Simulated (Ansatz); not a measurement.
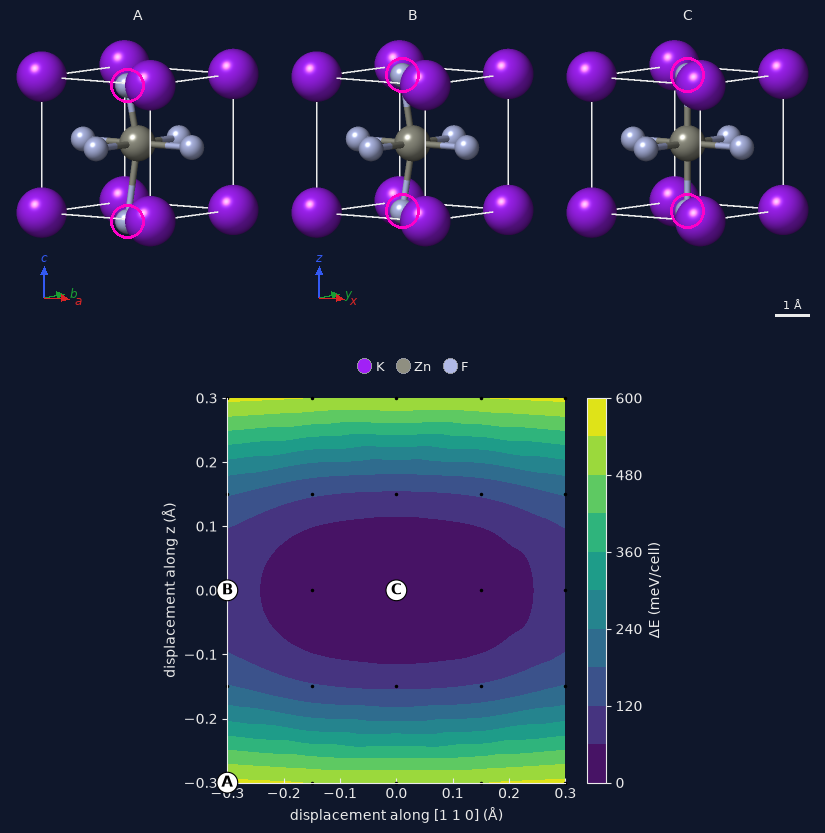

Energy scan for solid KZnF₃ (Pm-3m), in which an F atom (one in each cell of 5 atoms) is moved over the plane of the Cartesian directions [1 1 0] and z, all else fixed. The map is interpolated between the computed points (dots). The lettered frames are marked on it. Style: ball-and-stick. Shown: the cell of the calculation, nearly along the normal of the scanned plane. The ringed atoms are those of the scanned coordinates.

Method: Ansatz, DFT LDA, scalar-relativistic, plane waves, PAW. (plane-wave cutoff 420 eV; k-point mesh 6 × 6 × 6; occupations gaussian; smearing width 0.05 eV; no spin polarisation). Energies (free energies at the smearing named) are counted from the cell as listed in its source, which wasn't relaxed.

Describe the energy landscape.

Answer. In pairs of (displacement along [1 1 0] (Å); displacement along z (Å)): the lowest computed point lies at (0.00, 0.00) (0 meV/cell), the highest at (−0.30, −0.30), (0.30, 0.30), (0.30, −0.30), (−0.30, 0.30) (554 meV/cell).  Over the ranges scanned the energy rises more along the second axis, the displacement along z. The frames lie at A (−0.30, −0.30): 554 meV/cell, B (−0.30, 0.00): 87 meV/cell, C (0.00, 0.00): 0 meV/cell.

The computed points:

Rows: displacement along [1 1 0] (Å); columns: displacement along z (Å); values in meV/cell.

|  | −0.30 | −0.15 | 0.00 | 0.15 | 0.30 |
| --- | --- | --- | --- | --- | --- |
| −0.30 | 554 | 184 | 87 | 184 | 554 |
| −0.15 | 538 | 127 | 20 | 127 | 538 |
| 0.00 | 536 | 110 | 0 | 110 | 536 |
| 0.15 | 538 | 127 | 20 | 127 | 538 |
| 0.30 | 554 | 184 | 87 | 184 | 554 |
